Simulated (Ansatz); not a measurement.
# TaC5: a trial structure relaxed, part 3 of 3

Where does this trial cell of TaC5 go when cell and atoms are let free?

Ansatz 0.2.0; DFT PBE, scalar-relativistic, plane waves, PAW. Earlier steps stand in the parts before.

## 4. Relaxation on the finer mesh

The end of the coarse run is made exact in the group found at a tolerance of 0.06 Å and reduced to its primitive cell.

input.yaml reads:

```yaml
crystal:
  lattice:
    - [-2.2589063304, 2.2589063304, 2.676987293]
    - [2.2589063304, -2.2589063304, 2.676987293]
    - [2.2589063304, 2.2589063304, -2.676987293]
  atoms:
    - { symbol: Ta, position: [0.5, 0.5, 0.0] }
    - { symbol: C, position: [0.625592985, 0.125592985, 0.5] }
    - { symbol: C, position: [0.125592985, 0.625592985, 0.5] }
    - { symbol: C, position: [0.374407015, 0.874407015, 0.5] }
    - { symbol: C, position: [0.874407015, 0.374407015, 0.5] }
    - { symbol: C, position: [0.0, 0.0, 0.0] }
basis:
  ecutwfc: 420
kpoints:
  mp_grid: { grid: [12, 12, 12] }
hamiltonian:
  xc: pbe
scf:
  occupations: { method: gaussian, width: 0.1 }
output:
  forces: true
  stress: true
  eigenvalues: true
  write_density: true
  write_potential: true
  elf: true
  volumetric_format: npy
relax:
  adjacent_minimum: "off"
  f_tol: 0.01
  max_steps: 80
  cell: { stress_tol: 0.05 }
```

Launch:

```sh
$ ansatz run input.yaml --threads 1 --pin off --max-ram 2560MiB --backend cpu --events-out ev --progress --plain --runs-dir out
```

Standard output:

```text
Warning: RAYON_NUM_THREADS=1 ignored (pool sized by the plan → 1); use --threads N
Engine: ansatz 0.2.0, x86_64-unknown-linux-gnu
Pseudopotentials: kind: paw
Pseudopotential: Ta, paw, valence charge 13, recommended cutoff 420 eV (normal), Ta.paw.azcp
Pseudopotential: C, paw, valence charge 4, recommended cutoff 420 eV (normal), C.paw.azcp
Functional definition: PBE
  parameter kappa = 0.804
  parameter beta = 0.06672455060314922
  exchange = pbe_x(kappa = kappa, mu = beta*pi^2/3)
  correlation = pbe_c(beta = beta)
Crystal: 6 atoms, lattice volume = 54.639 Å³
Basis set: ecut = 420 eV, 1057 PW (Γ), exchange–correlation on 60×60×60 points (8 copies of the dense FFT grid, shifted against one another)
Bands: 23, of which v1, the nominal top of the filled ones, is band 17 counted from 1 (16 counted from 0)
Symmetry: 16 space group operations
Space group: I4/mmm (ITA 139), of the structure as read, at distance tolerance 3.8e-5 Å
k-points: 163 of 1728
Non-local potential: Ta, projectors of the file, l = 0: 3, l = 1: 2, l = 2: 2, l = 3: 1
Non-local potential: C, projectors of the file, l = 0: 2, l = 1: 2, l = 2: 1
PAW form: soft (Blöchl's): semilocal exchange-correlation on the pseudo side does not see the compensation charge
PAW one-centre angular grid: Ta, 590 points (default); XC on 64 Gauss nodes
PAW one-centre angular grid: C, 110 points (default); XC on 64 Gauss nodes
Initial density: superposition of atomic densities (neutral atoms: chi_scale 0, normalization atom), corrected by the library's trained network
Initial wavefunctions: pseudopotential atomic-orbital guess
Functional: x = pbe(κ = 0.804, μ = 0.2195149727645171), c = pbe(β = 0.06672455060314922)
SCF iter   1: F=—  HF=-11175.762462 eV  |F-HF|=—  |Δ(HF+E_count)|=         —  Δρ=3.15e-2  dr2=9.06e-1  ethr=1.77e-3  ⟨swp⟩=5.3  Hψ=17332  notcnv=0
preconditioner: auto → Kerker (q_TF=auto, 2.508 Å⁻¹)  [metal: Δε(μ)=0.007 eV  Ē_g=10.480 eV  σ=0.100 eV  W_gap=0.04  n_scr=14 (ndim 8)  ℏωp=25.1 eV  f_vac=0.000  D(μ)=2.16/eV (n_scr^D=14)]
SCF iter   2: F=—  HF=-11175.681034 eV  |F-HF|=—  |Δ(HF+E_count)|=   8.14e-2  Δρ=1.73e-2  dr2=2.84e-1  ethr=1.77e-3  ⟨swp⟩=1.0  Hψ=5053  notcnv=0  defer=2
SCF iter   3: F=—  HF=-11175.641048 eV  |F-HF|=—  |Δ(HF+E_count)|=   4.00e-2  Δρ=1.95e-3  dr2=1.71e-3  ethr=8.61e-4  ⟨swp⟩=2.1  Hψ=4801  notcnv=0  defer=8
SCF iter   4: F=—  HF=-11175.640831 eV  |F-HF|=—  |Δ(HF+E_count)|=   2.16e-4  Δρ=2.85e-4  dr2=1.70e-5  ethr=5.20e-6  ⟨swp⟩=2.4  Hψ=5942  notcnv=0  defer=54
SCF iter   5: F=—  HF=-11175.640838 eV  |F-HF|=—  |Δ(HF+E_count)|=   6.97e-6  Δρ=4.94e-5  dr2=8.15e-7  ethr=5.15e-8  ⟨swp⟩=2.3  Hψ=5915  notcnv=0  defer=186
SCF iter   6: F=-11175.640838 eV  HF=-11175.640838 eV  |F-HF|=2.00e-9  |Δ(HF+E_count)|=   2.09e-7  Δρ=8.09e-6  dr2=3.07e-8  ethr=3.03e-10  ⟨swp⟩=14.4  Hψ=28321  notcnv=0
SCF 1 converged in 6 iterations: F = -11175.640838 eV  dr2 = 3.07e-8
relax step   1: F+E_penalty+E_count = -11175.64083846 eV  Δ(F+E_penalty+E_count) = +0.000e0 eV  max|allowed force component| = 2.345e-2 eV/Å  Δτ_max = 0.0000 Å  P = -0.488 GPa  Ω = 54.639 Å³  (6 SCF iters, dr2 threshold 1.00e-7 eV, accepted)
Crystal: 6 atoms, lattice volume = 54.820 Å³
Initial density: handed on by an earlier stage of this run
Initial wavefunctions: those handed on with the density
iter 1 solved again at ethr=5.32e-6 eV; its pass at ethr=3.10e-3 eV (dr2=1.75e-3 eV) is discarded
SCF iter   1: F=—  HF=-11175.643842 eV  |F-HF|=—  |Δ(HF+E_count)|=         —  Δρ=1.46e-3  dr2=1.85e-3  ethr=5.32e-6  ⟨swp⟩=2.0  Hψ=21888  notcnv=0
preconditioner: auto → Kerker (q_TF=auto, 2.507 Å⁻¹)  [metal: Δε(μ)=0.011 eV  Ē_g=10.622 eV  σ=0.100 eV  W_gap=0.06  n_scr=14 (ndim 8)  ℏωp=25.1 eV  f_vac=0.000  D(μ)=1.90/eV (n_scr^D=14)]
SCF iter   2: F=—  HF=-11175.643640 eV  |F-HF|=—  |Δ(HF+E_count)|=   2.02e-4  Δρ=8.31e-4  dr2=5.90e-4  ethr=5.32e-6  ⟨swp⟩=1.0  Hψ=3749  notcnv=0
SCF iter   3: F=—  HF=-11175.643536 eV  |F-HF|=—  |Δ(HF+E_count)|=   1.03e-4  Δρ=9.71e-5  dr2=4.77e-6  ethr=1.79e-6  ⟨swp⟩=1.1  Hψ=3767  notcnv=0
iter 4 did not close the SCF: its close was put off for the readings that it lacked (scf_convergence_deferred on its scf_iter line)
SCF iter   4: F=-11175.643534 eV  HF=-11175.643534 eV  |F-HF|=7.98e-9  |Δ(HF+E_count)|=   2.27e-6  Δρ=1.48e-5  dr2=9.44e-8  ethr=1.45e-8  ⟨swp⟩=2.0  Hψ=5758  notcnv=0
iter 5 did not close the SCF: its close was put off for the readings that it lacked (scf_convergence_deferred on its scf_iter line)
SCF iter   5: F=-11175.643534 eV  HF=-11175.643534 eV  |F-HF|=3.29e-10  |Δ(HF+E_count)|=   4.63e-8  Δρ=4.51e-6  dr2=7.61e-9  ethr=2.86e-10  ⟨swp⟩=2.0  Hψ=6280  notcnv=0
SCF iter   6: F=-11175.643534 eV  HF=-11175.643534 eV  |F-HF|=1.46e-11  |Δ(HF+E_count)|=   1.76e-9  Δρ=7.36e-7  dr2=2.81e-10  ethr=2.31e-11  ⟨swp⟩=6.2  Hψ=20863  notcnv=0
SCF 2 converged in 6 iterations: F = -11175.643534 eV  dr2 = 2.81e-10
relax step   2: F+E_penalty+E_count = -11175.64353408 eV  Δ(F+E_penalty+E_count) = -2.696e-3 eV  max|allowed force component| = 2.268e-2 eV/Å  Δτ_max = 0.0001 Å  P = -0.484 GPa  Ω = 54.820 Å³  energy of the carried Pulay correction = -5.504e-4 eV  (6 SCF iters, dr2 threshold 6.00e-7 eV, accepted)
Crystal: 6 atoms, lattice volume = 54.798 Å³
iter 1 solved again at ethr=6.43e-6 eV; its pass at ethr=3.10e-3 eV (dr2=2.12e-3 eV) is discarded
SCF iter   1: F=—  HF=-11175.645022 eV  |F-HF|=—  |Δ(HF+E_count)|=         —  Δρ=1.77e-3  dr2=2.32e-3  ethr=6.43e-6  ⟨swp⟩=2.1  Hψ=21708  notcnv=0
preconditioner: auto → Kerker (q_TF=auto, 2.507 Å⁻¹)  [metal: Δε(μ)=0.009 eV  Ē_g=10.642 eV  σ=0.100 eV  W_gap=0.05  n_scr=14 (ndim 8)  ℏωp=25.1 eV  f_vac=0.000  D(μ)=1.92/eV (n_scr^D=14)]
SCF iter   2: F=—  HF=-11175.644706 eV  |F-HF|=—  |Δ(HF+E_count)|=   3.16e-4  Δρ=9.86e-4  dr2=7.05e-4  ethr=6.43e-6  ⟨swp⟩=1.0  Hψ=3749  notcnv=0
SCF iter   3: F=—  HF=-11175.644543 eV  |F-HF|=—  |Δ(HF+E_count)|=   1.63e-4  Δρ=1.03e-4  dr2=4.83e-6  ethr=2.14e-6  ⟨swp⟩=2.1  Hψ=5770  notcnv=0
SCF iter   4: F=—  HF=-11175.644544 eV  |F-HF|=—  |Δ(HF+E_count)|=   1.19e-6  Δρ=2.23e-5  dr2=2.59e-7  ethr=1.47e-8  ⟨swp⟩=2.2  Hψ=5678  notcnv=0
iter 5 did not close the SCF: its close was put off for the readings that it lacked (scf_convergence_deferred on its scf_iter line)
SCF iter   5: F=-11175.644544 eV  HF=-11175.644544 eV  |F-HF|=2.20e-9  |Δ(HF+E_count)|=   1.94e-9  Δρ=4.10e-6  dr2=7.91e-9  ethr=7.85e-10  ⟨swp⟩=2.3  Hψ=5935  notcnv=0
SCF iter   6: F=-11175.644544 eV  HF=-11175.644544 eV  |F-HF|=5.46e-11  |Δ(HF+E_count)|=  7.86e-10  Δρ=6.53e-7  dr2=1.94e-10  ethr=2.40e-11  ⟨swp⟩=6.0  Hψ=21629  notcnv=0
SCF 3 converged in 6 iterations: F = -11175.644544 eV  dr2 = 1.94e-10
relax step   3: F+E_penalty+E_count = -11175.64454433 eV  Δ(F+E_penalty+E_count) = -1.010e-3 eV  max|allowed force component| = 9.064e-3 eV/Å  Δτ_max = 0.0003 Å  P = +0.474 GPa  Ω = 54.798 Å³  energy of the carried Pulay correction = -4.844e-4 eV  (6 SCF iters, dr2 threshold 6.00e-7 eV, accepted)
[... 13 lines left out ...]
relax step   4: F+E_penalty+E_count = -11175.64428422 eV  Δ(F+E_penalty+E_count) = +2.601e-4 eV  max|allowed force component| = 3.611e-3 eV/Å  Δτ_max = 0.0000 Å  P = -0.121 GPa  Ω = 54.927 Å³  energy of the carried Pulay correction = -8.751e-4 eV  (6 SCF iters, dr2 threshold 6.00e-7 eV, accepted)
[... 12 lines left out ...]
relax step   5: F+E_penalty+E_count = -11175.64440397 eV  Δ(F+E_penalty+E_count) = -1.198e-4 eV  max|allowed force component| = 3.053e-3 eV/Å  Δτ_max = 0.0000 Å  P = -0.004 GPa  Ω = 54.892 Å³  energy of the carried Pulay correction = -7.692e-4 eV  (6 SCF iters, accepted)
[... 16 lines left out ...]
relax step   6: F+E_penalty+E_count = -11175.64549682 eV  Δ(F+E_penalty+E_count) = -1.093e-3 eV  max|allowed force component| = 3.077e-3 eV/Å  Δτ_max = 0.0000 Å  P = +0.024 GPa  Ω = 54.892 Å³  stress off target by 8.84e-2 GPa  SCF on the basis re-selected at this cell (its energy is not comparable with the rows above)  (8 SCF iters)
[... 13 lines left out ...]
relax step   7: F+E_penalty+E_count = -11175.64542468 eV  Δ(F+E_penalty+E_count) = +7.214e-5 eV  max|allowed force component| = 8.078e-6 eV/Å  Δτ_max = 0.0000 Å  P = +0.002 GPa  Ω = 54.915 Å³  energy of the carried Pulay correction = -8.314e-5 eV  (6 SCF iters, accepted)
iter 1 solved again at ethr=7.97e-8 eV; its pass at ethr=3.10e-3 eV (dr2=2.63e-5 eV) is discarded
SCF iter   1: F=—  HF=-11175.645526 eV  |F-HF|=—  |Δ(HF+E_count)|=         —  Δρ=3.97e-6  dr2=1.63e-9  ethr=7.97e-8  ⟨swp⟩=3.2  Hψ=27091  notcnv=0
eigensolver tolerance schedule: the retry pair's looser diagonalisation over-reported the residual by 16076.76 of it (diagonalisation noise at 0.70 of the residual, at the tolerance the schedule requests for it); recorded, not acted on — ethr = c·dr2/N_el stays at c = 1.0e-1
preconditioner: auto → Kerker (q_TF=auto, 2.506 Å⁻¹)  [metal: Δε(μ)=0.008 eV  Ē_g=10.619 eV  σ=0.100 eV  W_gap=0.05  n_scr=14 (ndim 8)  ℏωp=25.1 eV  f_vac=0.000  D(μ)=1.92/eV (n_scr^D=14)]
SCF iter   2: F=—  HF=-11175.645527 eV  |F-HF|=—  |Δ(HF+E_count)|=   9.41e-7  Δρ=2.18e-6  dr2=5.37e-10  ethr=4.95e-12  ⟨swp⟩=4.1  Hψ=9436  notcnv=0
iter 3 did not close the SCF: its close was put off for the readings that it lacked (scf_convergence_deferred on its scf_iter line)
SCF iter   3: F=-11175.645527 eV  HF=-11175.645527 eV  |F-HF|=5.46e-12  |Δ(HF+E_count)|=   1.12e-9  Δρ=2.30e-7  dr2=1.31e-11  ethr=1.63e-12  ⟨swp⟩=2.0  Hψ=5752  notcnv=0
iter 4 did not close the SCF: its close was put off for the readings that it lacked (scf_convergence_deferred on its scf_iter line)
SCF iter   4: F=-11175.645527 eV  HF=-11175.645527 eV  |F-HF|=1.82e-12  |Δ(HF+E_count)|=  3.64e-12  Δρ=1.03e-7  dr2=2.92e-12  ethr=1.00e-12  ⟨swp⟩=1.0  Hψ=3749  notcnv=0
iter 5 did not close the SCF: its close was put off for the readings that it lacked (scf_convergence_deferred on its scf_iter line)
SCF iter   5: F=-11175.645527 eV  HF=-11175.645527 eV  |F-HF|=1.82e-12  |Δ(HF+E_count)|=  1.09e-11  Δρ=5.41e-9  dr2=5.90e-15  ethr=1.00e-12  ⟨swp⟩=1.0  Hψ=3749  notcnv=0
iter 6 did not close the SCF: its close was put off for the readings that it lacked (scf_convergence_deferred on its scf_iter line)
SCF iter   6: F=-11175.645527 eV  HF=-11175.645527 eV  |F-HF|=9.09e-12  |Δ(HF+E_count)|=  1.82e-12  Δρ=1.61e-9  dr2=1.39e-15  ethr=1.00e-12  ⟨swp⟩=1.0  Hψ=3749  notcnv=0
SCF iter   7: F=-11175.645527 eV  HF=-11175.645527 eV  |F-HF|=0.00e0  |Δ(HF+E_count)|=  7.28e-12  Δρ=9.03e-10  dr2=3.15e-16  ethr=1.00e-12  ⟨swp⟩=3.1  Hψ=11137  notcnv=0
SCF 8 converged in 7 iterations: F = -11175.645527 eV  dr2 = 3.15e-16
relax step   8: F+E_penalty+E_count = -11175.64552695 eV  Δ(F+E_penalty+E_count) = -1.023e-4 eV  max|allowed force component| = 1.094e-6 eV/Å  Δτ_max = 0.0000 Å  P = +0.003 GPa  Ω = 54.915 Å³  stress off target by 4.90e-3 GPa  SCF on the basis re-selected at this cell (its energy is not comparable with the rows above)  (7 SCF iters)
basis re-selected at this cell: Δ(F+E_penalty+E_count) = -1.023e-4 eV, ΔP = +0.001 GPa vs the last step (what re-selecting the basis moved, of the pressure what is left beyond the Pulay correction that the steps carried, after the strain that the cell walked since its last selection, with what the two solves' SCF thresholds leave and, on support functions, any second-order correction that the steps lacked; it is no measure of the basis error at this ecutwfc). This SCF's stress stands 4.90e-3 GPa from its target on what of the cell is left free (relax.cell.stress_tol is 5.00e-2 GPa) and its largest allowed force component is 1.09e-6 eV/Å (relax.f_tol is 1.00e-2 eV/Å): within both
SCF converged after 7 iterations
Free energy (F): -11175.645527 eV
Harris-Foulkes:  -11175.645527 eV  (|F-HF|=0.00e0)
Internal energy: -11175.635919 eV  (E = F + TS)
E sigma→0 (E₀):  -11175.640723 eV
Entropy (-TS):   -0.009608 eV (-1.601 meV/atom)
Fermi energy:    13.673211 eV
--- Per-component energies (eV) ---
  E_band       = -112.258265
  E_kinetic    = 808.274046
  E_local      = -1093.529743  (includes V_loc(G=0)·N_el)
  E_nonlocal   = 151.599954
  E_hartree    = 331.286373
  E_xc         = -454.731508
  E_vxc        = -496.587818  (∫ρ·V_xc dr)
  E_paw        = -8891.390887  (= ΣΔE_a)
  E_vpaw       = -144.587626  (= ΣTr[D̂ρ^β])
  E_aug_tail   = 0.000176  (compensation charges beyond the density's cutoff)
  E_ewald      = -2027.144331
  E_smearing   = -0.009608  (= −TS)
  E_closure    = 0.000000  (closes the sum)
  Σ components = -11175.645527   (vs F -11175.645527, Δ=0.00e0)
--- Forces (eV/Å), atoms counted from 1 ---
  atom   1  Ta    -0.00000000     0.00000000    -0.00000000
  atom   2  C      0.00000000     0.00000000    -0.00000109
  atom   3  C      0.00000000     0.00000000    -0.00000109
  atom   4  C      0.00000000    -0.00000000     0.00000109
  atom   5  C      0.00000000     0.00000000     0.00000109
  atom   6  C      0.00000000     0.00000000     0.00000000
  max |Σ_I F_I| component: 3.47e-18 eV/Å
--- Stress (GPa, compression-positive) ---
        0.004902       0.000000       0.000000
        0.000000       0.004902       0.000000
        0.000000       0.000000      -0.000456
  P = ⅓ Tr σ = 0.0031 GPa (0.031 kbar)
--- Band table (eV; the first three rows and the last of 163) ---
  k-point 0: bands = ["-55.4313", "-22.0880", "-22.0880", "-21.7070", "-5.9353", "-2.2417", "-1.3788", "2.5317", "4.8298", "6.3776", "6.3776", "7.9354", "7.9354", "8.7123", "8.7123", "12.0093", "12.0374", "15.3129", "15.3777", "16.9916", "17.1211", "17.1211", "17.1736"]
  k-point 1: bands = ["-55.4312", "-22.0907", "-22.0886", "-21.7079", "-5.8722", "-2.2321", "-1.4159", "2.5429", "4.3985", "6.3868", "6.6021", "7.9472", "8.0995", "8.6269", "8.6560", "12.1128", "12.3155", "15.3625", "15.5820", "16.5226", "16.9134", "16.9207", "17.3418"]
  k-point 2: bands = ["-55.4311", "-22.0981", "-22.0904", "-21.7102", "-5.6924", "-2.2047", "-1.5140", "2.5737", "3.5772", "6.3472", "6.7138", "7.9849", "8.5737", "8.6312", "8.6367", "12.4004", "13.0673", "15.3156", "15.7437", "16.1245", "16.3323", "16.5432", "17.0323"]
  k-point 162: bands = ["-55.4305", "-22.1046", "-22.1046", "-21.7352", "-4.7839", "-3.0988", "-2.0632", "2.7351", "4.3667", "4.3667", "4.6104", "10.2768", "10.2768", "10.7492", "10.7492", "12.2087", "13.4266", "15.6336", "15.8399", "15.9740", "15.9740", "16.6595", "16.7729"]
--- Relaxed structure (6 steps of the walk, 6 accepted, 2 SCFs on fresh bases) ---
  F+E_penalty+E_count = -11175.64552695 eV   max|allowed force component| = 1.094e-6 eV/Å   (the final SCF, on the basis selected at the relaxed cell)
  cell:  # Å, volume = 54.9149 Å³
    - [-2.2700748927839314, 2.2700748927839314, 2.6640939737000795]
    - [2.2700748927839314, -2.2700748927839314, 2.6640939737000795]
    - [2.2700748927839314, 2.2700748927839314, -2.6640939737000795]
  atoms:
    - { symbol: Ta, position: [0.5, 0.5, -1.2595254027396633e-34] }
    - { symbol: C, position: [0.6255207274983613, 0.12552072749836127, 0.5] }
    - { symbol: C, position: [0.12552072749836127, 0.6255207274983613, 0.5] }
    - { symbol: C, position: [0.37447927250163865, 0.8744792725016386, 0.5] }
    - { symbol: C, position: [0.8744792725016386, 0.37447927250163865, 0.5] }
    - { symbol: C, position: [-3.5860113197588964e-21, -3.58601131975874e-21, 9.164275163731698e-35] }
```

Wall time 4.6 min (1 thread of Intel Xeon at 2.50GHz (Skylake/Cascade Lake), shared host); peak memory 0.49 GiB.

Relaxation path:

| step | energy from step 1 (eV/cell) | largest force component (eV/Å) | pressure (GPa) | volume (Å³) |
| --- | --- | --- | --- | --- |
| 1 | 0.0000 | 0.0235 | -0.49 | 54.64 |
| 2 | -0.0027 | 0.0227 | -0.48 | 54.82 |
| 3 | -0.0037 | 0.0091 | 0.47 | 54.80 |
| 4 | -0.0034 | 0.0036 | -0.12 | 54.93 |
| 5 | -0.0036 | 0.0031 | 0.00 | 54.89 |
| 6 | -0.0047 | 0.0031 | 0.02 | 54.89 |
| 7 | -0.0046 | 0.0000 | 0.00 | 54.91 |
| 8 | -0.0047 | 0.0000 | 0.00 | 54.91 |

Step 1 is the start. Steps 6, 8 each repeat the geometry before them on a plane-wave basis chosen anew, so the energy can jump there without any move.

Lengths and angles in the start's conventional setting:

|  | before | after | change |
| --- | --- | --- | --- |
| a (Å) | 4.518 | 4.540 | +0.5 % |
| b (Å) | 4.518 | 4.540 | +0.5 % |
| c (Å) | 5.354 | 5.328 | -0.5 % |
| volume (Å³/atom) | 9.11 | 9.15 | +0.5 % |
| shortest distance (Å) | 1.332 | 1.326 | -0.4 % |
| space group (0.01 Å) | I4/mmm | I4/mmm | same |

Forces and stress were held to the start's 16 operations: a distortion of lower symmetry was not tested.

The maps below are laid out on this run's own conventional cell (a, b, c = 4.540, 4.540, 5.328 Å).

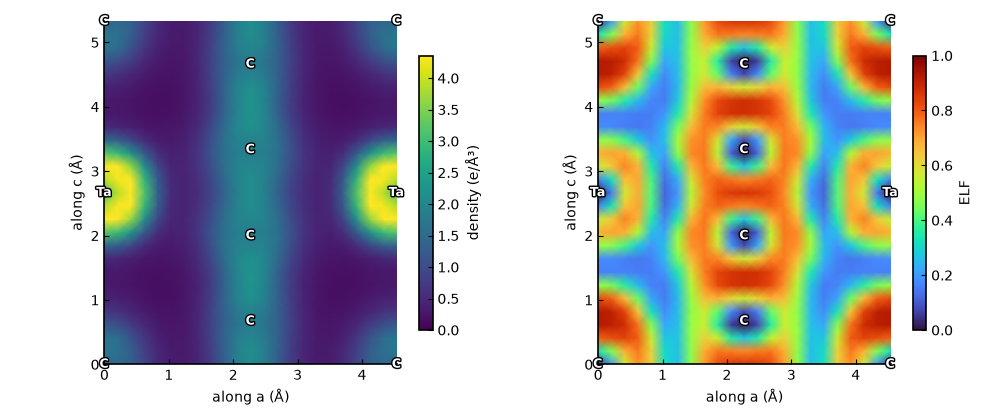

Density (left) and ELF (right) in a lattice plane of the grid's cell (edges 4.54 and 5.33 Å, at 0.000 of the third edge), which holds Ta and C. Only atoms in the plane are labelled. Both are smooth fields of the valence electrons: close to the nuclei they are not physical.

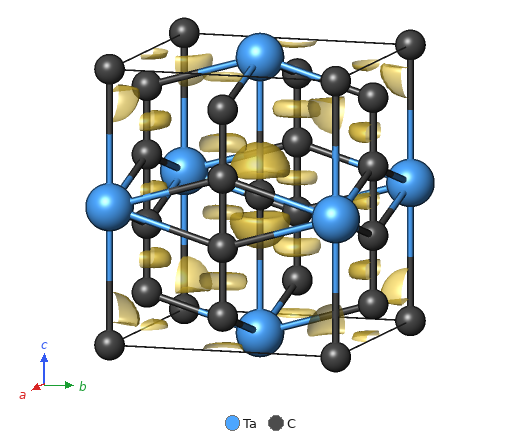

Surface of ELF = 0.82, drawn in one cell.

The highest ELF values outside the cores: 0.92 in the shell around C, 0.8 Å from C; 0.88 on the C–C line, 0.6 Å from C.

## 5. Changed: pseudopotentials.kind nc, pseudopotentials.accuracy standard

input.yaml reads:

```yaml
crystal:
  lattice:
    - [-2.2700748928, 2.2700748928, 2.6640939737]
    - [2.2700748928, -2.2700748928, 2.6640939737]
    - [2.2700748928, 2.2700748928, -2.6640939737]
  atoms:
    - { symbol: Ta, position: [0.5, 0.5, 0.0] }
    - { symbol: C, position: [0.6255207275, 0.1255207275, 0.5] }
    - { symbol: C, position: [0.1255207275, 0.6255207275, 0.5] }
    - { symbol: C, position: [0.3744792725, 0.8744792725, 0.5] }
    - { symbol: C, position: [0.8744792725, 0.3744792725, 0.5] }
    - { symbol: C, position: [0.0, 0.0, 0.0] }
basis:
  ecutwfc: 420
kpoints:
  mp_grid: { grid: [12, 12, 12] }
hamiltonian:
  xc: pbe
  pseudopotentials: { kind: nc, accuracy: standard }
scf:
  occupations: { method: gaussian, width: 0.1 }
output:
  forces: true
  eigenvalues: true
  stress: true
```

Launch:

```sh
$ ansatz run input.yaml --threads 1 --pin off --max-ram 2560MiB --backend cpu --events-out ev --progress --plain --runs-dir out
```

Standard output, cut to the lines that bear on the results:

```text
Warning: basis.ecutwfc = 420 eV is below the records' recommended 1115.666836 eV, and the density's cutoff is lower with it unless basis.ecutrho_ratio is high enough to keep the records' density cutoff: compare with a run at a higher cutoff
Warning: RAYON_NUM_THREADS=1 ignored (pool sized by the plan → 1); use --threads N
[...]
Pseudopotentials: kind: nc
Pseudopotential: Ta, nc, valence charge 13, recommended cutoff 789.130201 eV (normal), Ta.nc.azcp (PseudoDojo's, or run here from an input of PseudoDojo's; its table is named by hamiltonian.pseudopotentials.accuracy)
[...]
  atom   1  Ta    -0.00000000     0.00000000     0.00000000
  atom   2  C      0.00000000     0.00000000    -0.11491843
  atom   3  C      0.00000000     0.00000000    -0.11491843
  atom   4  C      0.00000000     0.00000000     0.11491843
  atom   5  C      0.00000000     0.00000000     0.11491843
  atom   6  C     -0.00000000     0.00000000     0.00000000
[...]
--- Stress (GPa, compression-positive) ---
        2.143425      -0.000000       0.000000
       -0.000000       2.143425       0.000000
        0.000000       0.000000      10.069676
  P = ⅓ Tr σ = 4.7855 GPa (47.855 kbar)
--- Band table (eV; the first three rows and the last of 163) ---
[... band rows left out ...]
[...]
```

Wall time 26 s (1 thread of Intel Xeon at 2.50GHz (Skylake/Cascade Lake), shared host); peak memory 0.39 GiB.

| run | ending | energy change | pressure (GPa) | gap (eV) | force (eV/Å) | cycles | time |
| --- | --- | --- | --- | --- | --- | --- | --- |
| step 4 | converged | - | 0.0 | 0.00 | 0.00 | - | 4.6 min |
| variant | converged | not comparable | 4.8 | 0.00 | 0.11 | 8 | 26 s |

Total energies don't compare across a change of potentials; the pressure goes from 0.0 to 4.8 GPa and the largest force goes from 0.00 to 0.11 eV/Å. The cutoff is far under what these potentials recommend, so these values carry a basis error that can be large.

## 6. What came out

What follows sums up all 3 parts. Changes of volume or cell count from the first structure of part 1.

| quantity | value |
| --- | --- |
| symmetry at the end (tolerance 0.05 Å) | space group I4/mmm (No. 139) |
| conventional cell | a = 4.540 Å, b = 4.540 Å, c = 5.328 Å, α = 90.00°, β = 90.00°, γ = 90.00° |
| volume | 9.15 Å³/atom |
| energy over the elements | +1.89 eV/atom |
| gap on the mesh | none (metal) |

What this shows: The space group I4/mmm (No. 139) is kept, and the volume per atom shrinks by 43.7 % from the first guess. With a positive formation energy it can't be a ground state. No finished test with a distortion of lower symmetry is shown, so the end may be a saddle point. Spin-orbit coupling is left out for Ta.
